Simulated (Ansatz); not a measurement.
# Fe₂Co₃: what the fields show

Input file:

```
crystal:
  lattice:
    - [2.0066893721, 1.1585626492, 4.0754630957]
    - [-2.0066893721, 1.1585626492, 4.0754630957]
    - [0.0, -2.3171252984, 4.0754630957]
  atoms:
    - { symbol: Fe, position: [0.7996147707, 0.7996147707, 0.7996147707], spin: 2.87 }
    - { symbol: Fe, position: [0.2003852293, 0.2003852293, 0.2003852293], spin: 2.87 }
    - { symbol: Co, position: [0.6010232482, 0.6010232482, 0.6010232482], spin: 2.02 }
    - { symbol: Co, position: [0.0, 0.0, 0.0], spin: 2.06 }
    - { symbol: Co, position: [0.3989767518, 0.3989767518, 0.3989767518], spin: 2.02 }
basis:
  ecutwfc: 420
kpoints:
  mp_grid: { grid: [12, 12, 12] }
  band_path:
    path:
      - [[0.0, 0.0, 0.0], [0.5, 0.5, 0.5], [0.77945752, 0.22054248, 0.5]]
      - [[0.5, -0.22054248, 0.22054248], [0.5, 0.0, 0.0], [0.0, 0.0, 0.0], [0.36027124, -0.36027124, 0.0]]
      - [[0.63972876, 0.0, 0.36027124], [0.5, 0.0, 0.5], [0.0, 0.0, 0.0]]
    npoints: 14
hamiltonian:
  xc: pbe
scf:
  occupations: { method: gaussian, width: 0.1 }
  n_extra_bands: 12
output:
  forces: true
  stress: true
  eigenvalues: true
  populations: true
  dos: { projected: true, de: 0.02, nscf_kmesh: { grid: [15, 15, 15] } }
  bader: true
  write_density: true
  write_potential: true
  elf: true
  volumetric_format: npy
magnetization:
  spin_polarized: true
checkpoint:
  read: start.run
  write: ck
  compress: false
  write_wavefunctions: false
  write_every: 100000
```

Run with:

```sh
ansatz run input.yaml --threads 4 --pin off --max-ram 8192MiB --backend cpu --events-out ev --progress --plain --runs-dir out
```

Below, planes, directions and counts refer to the conventional cell (a = 4.01 Å, b = 4.01 Å, c = 12.23 Å, α = 90.00°, β = 90.00°, γ = 120.00°).

Space group R-3m; a structure generated by program, which may or may not match a known phase; spin-polarised.

All numbers below come from DFT PBE, scalar-relativistic, plane waves, PAW in Ansatz.

Core electrons are frozen (PAW), and the valence fields are smoothed inside the atomic spheres.

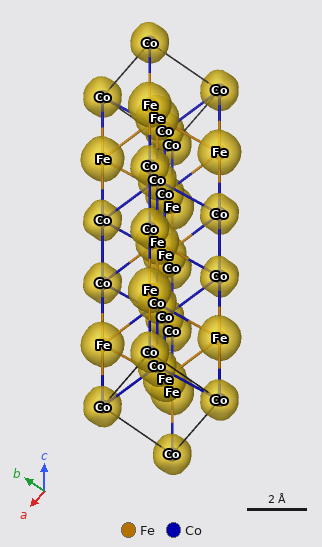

Figure 1. Isosurface of the spin density at +0.3 e/Å³ (yellow), seen at an oblique angle. Sticks mark near contacts.

> Describe the spin distribution.

The spin density sits on Fe: +2.6 μB (×6); Co: +1.9 μB (×9) in one cell of 15 atoms: parallel main moments (a ferromagnetic arrangement) in this solution. The cell of the calculation (5 atoms) carries 10.5 μB of net spin moment.

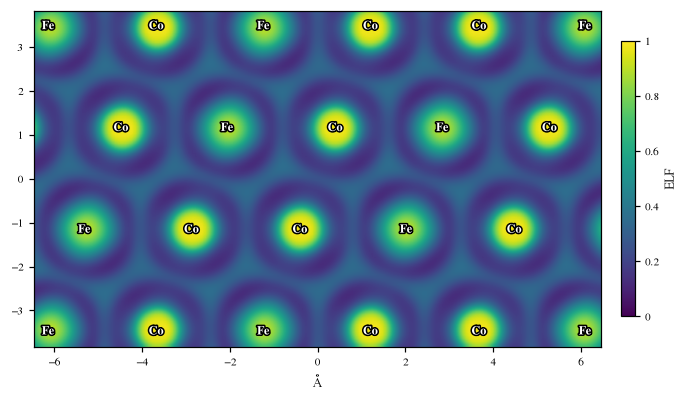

Figure 2. ELF on the (110) plane of the conventional cell.

> What do the fields say about this system?

The plane passes through Fe and Co nuclei.
Fe–Co (2.43 Å): the ELF is about 0.25 at the midpoint; no localised pair shows between them.
Co–Co (2.45 Å): the ELF is about 0.25 at the midpoint (no shared electron pair shows on this line).
Fe–Fe (2.46 Å): the ELF is about 0.25 at the midpoint: no localised pair shows between them.
The features right at Fe and Co lie inside the PAW spheres, where the map follows smoothed inner orbitals and isn't to be read closely.

> Which way does charge flow, and how much by Bader's partition?

Electrons move from Fe towards Co. Bader charges: Fe +0.13 and Co −0.09 e.

> Metal or insulator at this level of theory?

It is metallic or semimetallic at this level of theory: no gap opens.
